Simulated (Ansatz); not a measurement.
# HfC: equation of state, part 2 of 2

How stiff is HfC, and at what volume does the pressure vanish? The cell is scaled evenly, atoms carried along, and solved with LAPW, PAW and all-electron datasets made for the crystal.

Ansatz 0.2.0; DFT PBE; a cell built from a prototype (rocksalt type), not taken from measurement. «Crystal datasets» are all-electron PAW datasets made for this crystal.

## 10. Volume × 1.06, PAW

The input, input.yaml:

```yaml
crystal:
  lattice:
    - [0.0, 2.371342762, 2.371342762]
    - [2.371342762, 0.0, 2.371342762]
    - [2.371342762, 2.371342762, 0.0]
  atoms:
    - { symbol: Hf, position: [0.0, 0.0, 0.0] }
    - { symbol: C, position: [0.5, 0.5, 0.5] }
kpoints:
  mp_grid: { grid: [16, 16, 16] }
scf:
  occupations: { method: fermi_dirac, width: 0.05 }
hamiltonian:
  xc: pbe
  pseudopotentials: { kind: paw }
output:
  forces: true
  stress: true
  eigenvalues: true
  efg: { contact_densities: true }
```

The program printed, cut to the lines that bear on the results:

```text
Hf: output.efg is read without spin–orbit coupling, which moves field gradients at and beside such atoms by some per cent and up to a factor of two; PAW files take it under magnetization.noncollinear and magnetization.spin_orbit
[...]
Pseudopotentials: kind: paw
Pseudopotential: Hf, paw, valence charge 26, recommended cutoff 420 eV (normal)
Pseudopotential: C, paw, valence charge 4, recommended cutoff 420 eV (normal)
Functional definition: PBE
[...]
Crystal: 2 atoms, lattice volume = 26.669 Å³
Basis set: ecut = 420 eV, 531 PW (Γ), exchange–correlation on 48×48×48 points (8 copies of the dense FFT grid, shifted against one another)
Bands: 19, of which v1, the nominal top of the filled ones, is band 15 counted from 1 (14 counted from 0)
Symmetry: 48 space group operations
Space group: Fm-3m (ITA 225), of the structure as read, at distance tolerance 3.0e-5 Å
k-points: 145 of 4096
[...]
  atom   1  Hf     0.00000000    -0.00000000     0.00000000
  atom   2  C      0.00000000     0.00000000     0.00000000
[...]
--- Stress (GPa, compression-positive) ---
      -12.143678      -0.000000      -0.000000
        0.000000     -12.143678       0.000000
       -0.000000      -0.000000     -12.143678
  P = ⅓ Tr σ = -12.1437 GPa (-121.437 kbar)
--- PAW observables at the nuclei: V_zz in 10²¹ V/m², potentials from the cell's mean, atoms counted from 1 ---
  atom   1  Hf V_zz =    +0.000000   η = 0.0000   by run symmetry: forbidden
            electrostatic potential = -14183.053024 V   contact ρ = 7528562.127305 e/Å³
  atom   2  C  V_zz =    +0.000000   η = 0.0000   by run symmetry: forbidden
            electrostatic potential = -426.090196 V   contact ρ = 869.077862 e/Å³
--- Band table (eV; the first three rows and the last of 145) ---
  k-point 0: bands = ["-42.5065", "-10.9698", "-10.9698", "-10.9698", "6.8396", "7.5190", "7.5334", "7.5334", "7.5334", "7.5951", "7.5951", "7.5951", "19.8702", "19.8702", "19.8702", "20.2155", "20.2155", "20.2155", "22.0572"]
[...]
```

Wall time 5.2 s (1 thread, shared host).

Read from it: pressure -12.14 GPa; no gap.

## 11. Volume × 1.06, crystal datasets

Edit input.yaml of step 10 so:

```diff
@@ -14,3 +14,3 @@
   xc: pbe
-  pseudopotentials: { kind: paw }
+  pseudopotentials: { kind: all_electron, datasets: crystal }
 output:
```

The program printed, cut to the lines that bear on the results:

```text
[...]
Hf: output.efg is read without spin–orbit coupling, which moves field gradients at and beside such atoms by some per cent and up to a factor of two; PAW files take it under magnetization.noncollinear and magnetization.spin_orbit
[...]
Pseudopotentials: kind: all_electron
Pseudopotential: Hf, paw, valence charge 26, recommended cutoff 400 eV (normal), Koelling and Harmon's equation, gaussian nucleus
Pseudopotential: C, paw, valence charge 4, recommended cutoff 400 eV (normal), Koelling and Harmon's equation, gaussian nucleus
Functional definition: PBE
[...]
Crystal: 2 atoms, lattice volume = 26.669 Å³
Basis set: ecut = 400 eV, 531 PW (Γ), exchange–correlation on 48×48×48 points (8 copies of the dense FFT grid, shifted against one another)
Bands: 19, of which v1, the nominal top of the filled ones, is band 15 counted from 1 (14 counted from 0)
Symmetry: 48 space group operations
[...]
  atom   1  Hf    -0.00000000     0.00000000     0.00000000
  atom   2  C      0.00000000    -0.00000000     0.00000000
[...]
--- Stress (GPa, compression-positive) ---
      -12.088719      -0.000000       0.000000
        0.000000     -12.088719      -0.000000
        0.000000       0.000000     -12.088719
  P = ⅓ Tr σ = -12.0887 GPa (-120.887 kbar)
--- PAW observables at the nuclei: V_zz in 10²¹ V/m², potentials from the cell's mean, atoms counted from 1 ---
  atom   1  Hf V_zz =    +0.000000   η = 0.0000   by run symmetry: forbidden
            electrostatic potential = -14183.020914 V   contact ρ = 7525157.387913 e/Å³
  atom   2  C  V_zz =    -0.000000   η = 0.0000   by run symmetry: forbidden
            electrostatic potential = -426.141121 V   contact ρ = 869.227150 e/Å³
--- Band table (eV; the first three rows and the last of 145) ---
  k-point 0: bands = ["-42.1788", "-10.6394", "-10.6394", "-10.6394", "7.1701", "7.8418", "7.8559", "7.8559", "7.8559", "7.9176", "7.9176", "7.9176", "20.2043", "20.2043", "20.2043", "20.5440", "20.5440"]
[...]
```

Run time: 19 s. Hardware: 1 thread, shared host.

In short: pressure -12.09 GPa; no gap.

## 12. The equation of state

The rows at scale 1 come from earlier runs of the unscaled cell with the same settings.

```
          method  volume (Å³/atom)  F above the lowest (meV/atom)  pressure (GPa)
            LAPW            11.831                           36.2           16.23
            LAPW            12.328                            3.9            4.97
            LAPW            12.580                            0.0            0.06
            LAPW            12.831                            3.5           -4.40
            LAPW            13.335                           29.8          -12.09
             PAW            11.831                           35.9           16.17
             PAW            12.328                            3.8            4.92
             PAW            12.580                            0.0            0.00
             PAW            12.831                            3.5           -4.45
             PAW            13.335                           30.0          -12.14
crystal datasets            11.831                              –           16.23
crystal datasets            12.580                              –            0.05
crystal datasets            13.335                              –          -12.09
```

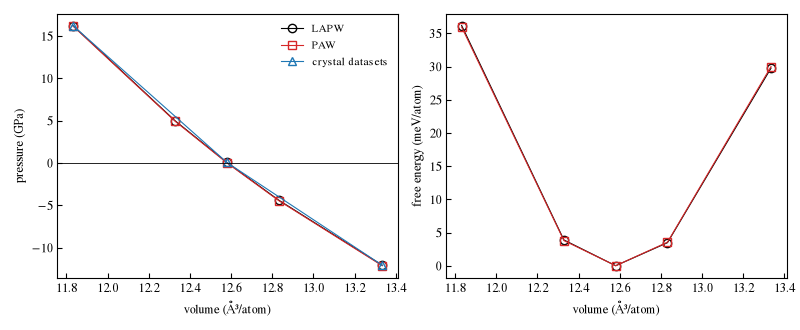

Pressure and free energy (from each method's lowest point) against volume.

## 13. Summary of results

This closing draws on all 2 parts.

| quantity | value |
| --- | --- |
| equilibrium volume (LAPW) | 12.583 Å³/atom |
| bulk modulus (LAPW) | 233 GPa |
| its pressure derivative (LAPW) | 3.9 |
| equilibrium volume (PAW) | 12.580 Å³/atom |
| bulk modulus (PAW) | 234 GPa |
| its pressure derivative (PAW) | 3.9 |

What this shows: By LAPW, the pressure vanishes at 12.58 Å³/atom (less than 0.1 % from the starting cell) and the bulk modulus there is 233 GPa (Birch-Murnaghan, third order). PAW's volume lies -0.02 % and its modulus less than 0.1 % from LAPW's. No thermal or zero-point expansion is included. Spin-orbit coupling is left out, though the cell holds Hf; in elements this heavy it can shift bands and gaps by tenths of an eV.
